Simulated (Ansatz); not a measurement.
```
Cu O
1.0
     5.92601    0.00000    0.00000
    -2.96300    5.13207    0.00000
     0.00000    0.00000    6.58738
Cu O
9 6
Cartesian
  1.4815 0.8554 1.0979
  -1.4815 2.5660 3.2937
  1.4815 4.2767 5.4895
  4.4445 0.8554 1.0979
  1.4815 2.5660 3.2937
  -1.4815 4.2767 5.4895
  2.9630 3.4214 1.0979
  2.9630 0.0000 3.2937
  0.0000 1.7107 5.4895
  0.0000 0.0000 1.7323
  2.9630 1.7107 3.9281
  0.0000 3.4214 6.1239
  2.9630 1.7107 0.4635
  0.0000 3.4214 2.6593
  0.0000 0.0000 4.8551
```

Space group R-3m; a structure generated by program, which may or may not match a known phase; computed without spin polarisation.

The calculation used Ansatz 0.2.0, DFT PBE, scalar-relativistic, plane waves, PAW.

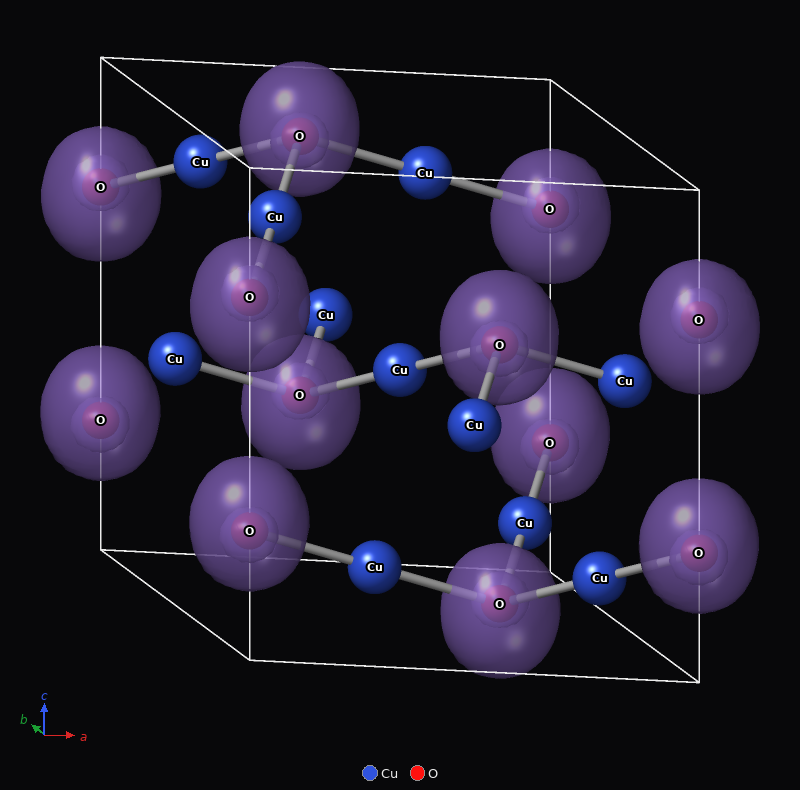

Cu$_{3}$O$_{2}$. Isosurface of the electron localisation function at 0.7 (purple), seen at an oblique angle. Core shells and regions of very low density are left out. Sticks mark near contacts.

In a PAW calculation such maps are meaningful between the atoms, not at the nuclei.

Describe the localisation domains.

Answer. At this value the surface marks out six regions wrapped around O (the valence shell of each), counted in one cell of 15 atoms. Any copies at cell faces, edges or corners count once. Along the contacts the grid gives the following. Cu–O (1.82 Å): the ELF peaks at about 0.80 in the valence shell of O, 0.6 Å from its nucleus, and is about 0.25 at the midpoint: no localised pair shows between them.

What Bader charges does the calculation give?

Answer. Electrons move from Cu towards O. Bader charges: Cu +0.67 and O −1.00 e.

Metal or insulator at this level of theory?

Answer. It is metallic or semimetallic at this level of theory: no gap opens; semilocal functionals without U, or without the true magnetic order, often close the gap of such compounds.
